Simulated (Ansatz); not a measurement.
WS

The calculation's input:

```
crystal:
  lattice:
    - [0.0, 2.4490622249, 2.4490622249]
    - [2.4490622249, 0.0, 2.4490622249]
    - [2.4490622249, 2.4490622249, 0.0]
  atoms:
    - { symbol: W, position: [0.0, 0.0, 0.0] }
    - { symbol: S, position: [0.5, 0.5, 0.5] }
basis:
  ecutwfc: 420
kpoints:
  mp_grid: { grid: [14, 14, 14] }
hamiltonian:
  xc: pbesol
scf:
  occupations: { method: gaussian, width: 0.1 }
output:
  forces: true
  stress: true
  eigenvalues: true
  write_density: true
  write_potential: true
  elf: true
  volumetric_format: npy
relax:
  adjacent_minimum: "off"
  f_tol: 0.01
  max_steps: 80
  cell: { stress_tol: 0.05 }
```

Command:

```sh
ansatz run input.yaml --threads 1 --pin off --max-ram 2560MiB --backend cpu --events-out ev --progress --plain --runs-dir out
```

Below, planes, directions and counts refer to the conventional cell (a = 4.90 Å, b = 4.90 Å, c = 4.90 Å, α = 90.00°, β = 90.00°, γ = 90.00°).

Space group Fm-3m; started from the rock salt prototype, which need not be the ambient phase.

Computed with DFT PBEsol, scalar-relativistic, plane waves, PAW in Ansatz.

In a PAW calculation such maps are meaningful between the atoms, not at the nuclei.

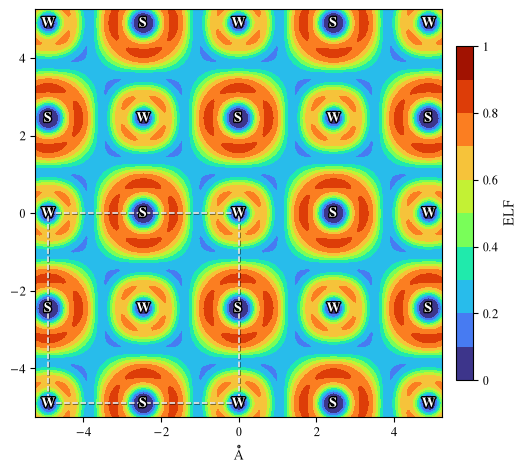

Figure 1. Electron localisation function on the (100) plane of the conventional cell.

Q: Interpret the plot.

A: The section cuts through W and S sites.
W–S (2.45 Å): the ELF peaks at about 0.80 in the valence shell of S, 0.8 Å from its nucleus, and is about 0.35 at the midpoint.
The features right at W lie inside the PAW spheres, where the map follows smoothed inner orbitals and isn't to be read closely.

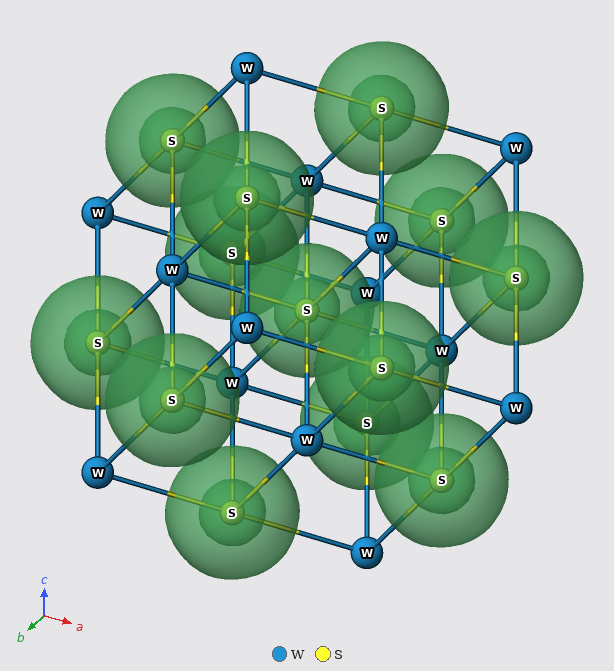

Figure 2. Isosurface of the ELF at 0.65 (green), seen at an oblique angle. Core shells and regions of very low density are left out. Sticks mark near contacts.

Q: Describe the localisation domains.

A: At this value the surface marks out four regions wrapped around S (the valence shell of each), counted in one cell of 8 atoms. Any copies at cell faces, edges or corners count once.

Q: Metal or insulator at this level of theory?

A: It is gapless in this calculation (a metal or semimetal); semilocal functionals without U, or without the true magnetic order, often close the gap of such compounds.
